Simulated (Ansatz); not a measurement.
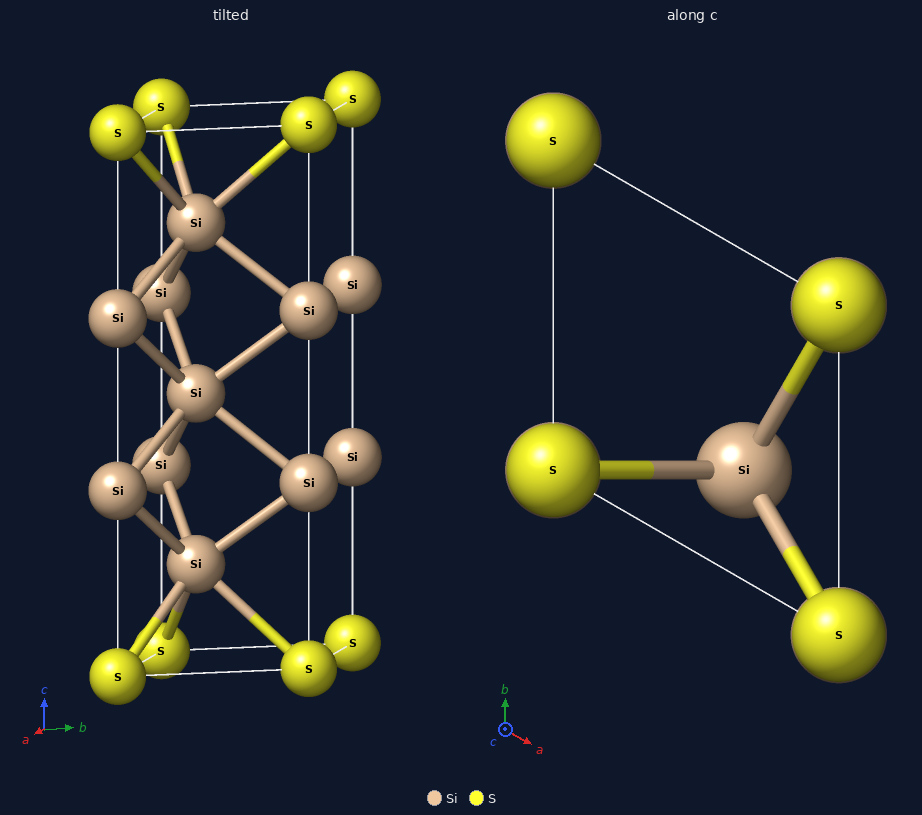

View slightly off an axis and along the c axis, drawn as a ball-and-stick model. The outline marks the conventional unit cell. Cell: a = 3.47 Å, b = 3.47 Å, c = 9.51 Å, α = 90.00°, β = 90.00°, γ = 120.00°.

Provenance: a structure type filled with these elements by a generator (whether the compound takes this form wasn't checked). Earlier steps of the study may have refined or changed the cell and positions. It went into a calculation with Ansatz.

Notes on the structure:

Answer. The formula is Si5S. Space group P-6m2 (No. 187), lattice primitive hexagonal. Content of the cell: 5 Si, 1 S (Z = 1). S bonds to six Si in a trigonal prismatic arrangement at about 2.7 Å. Si takes three kinds of site: 2i with three Si and three S in a distorted trigonal prismatic arrangement (about 2.5 Å to Si, 2.7 Å to S); 2g with six Si in a distorted trigonal prismatic arrangement at about 2.5 Å; 1f with six Si in a distorted trigonal prismatic arrangement at about 2.5 Å. The bonds build a three-dimensional framework.

The numbers come from DFT PBE, scalar-relativistic, plane waves, PAW (Ansatz 0.2.0), using E_cut = 420 eV, a 12×12×4 grid in reciprocal space, Gaussian smearing of 0.1 eV, no spin polarisation.

Is the electronic structure metallic or gapped?

Answer. A metal: bands cross the Fermi level.

What charge does Bader's analysis assign to each element?

Answer. Si -0.03 to +0.43 e; S -0.80 e.

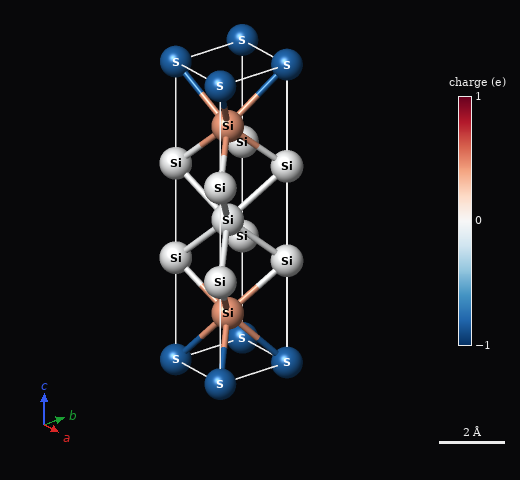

The atoms coloured by those charges. The run's cell of 6 atoms is drawn.

Does this geometry sit at a stationary point of the energy?

Answer. Yes. The largest force is 0.01 eV/Å. The pressure is 0.0 GPa, close to zero.
